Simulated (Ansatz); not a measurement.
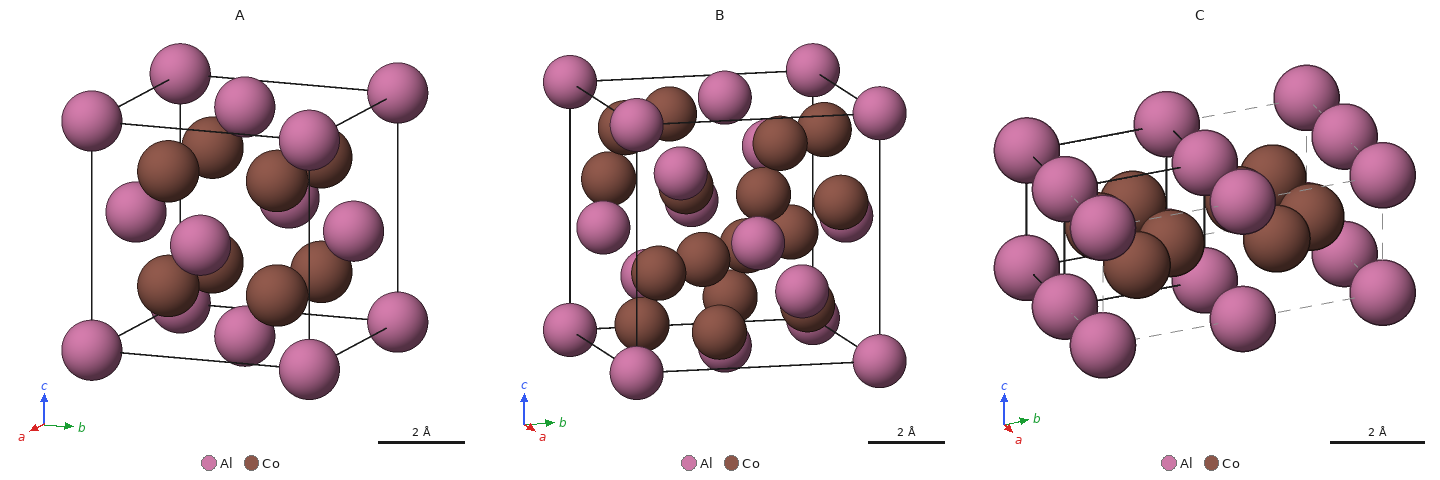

Three structures of AlCo2, each relaxed to rest (conventional cells in solid outline, small ones repeated, each panel with its own scale). Method: DFT PBE, scalar-relativistic, plane waves, PAW (Ansatz), with collinear spins.

**Name the structure in each panel.**

A: fluorite (CaF₂ type), Fm-3m; B: cubic Laves phase (C15, MgCu₂ type), Fd-3m; C: AlB₂ type, P6/mmm.

**Rank them by energy, lowest first.**

C, then B (+11 meV/atom) and A (+480 meV/atom), energies at zero smearing.

**Collect the results in a table.**

| panel | structure | E − E(lowest) (meV/atom) | volume (Å³/atom) | gap (eV) |
| --- | --- | --- | --- | --- |
| C | P6/mmm | 0 | 11.9 | metal |
| B | Fd-3m | 11 | 12.2 | metal |
| A | Fm-3m | 480 | 13.7 | metal |

Some of these may be structure types tried for this composition rather than known phases, and the most stable form need not be among them. Gaps are taken on the k-mesh or band path of each run.
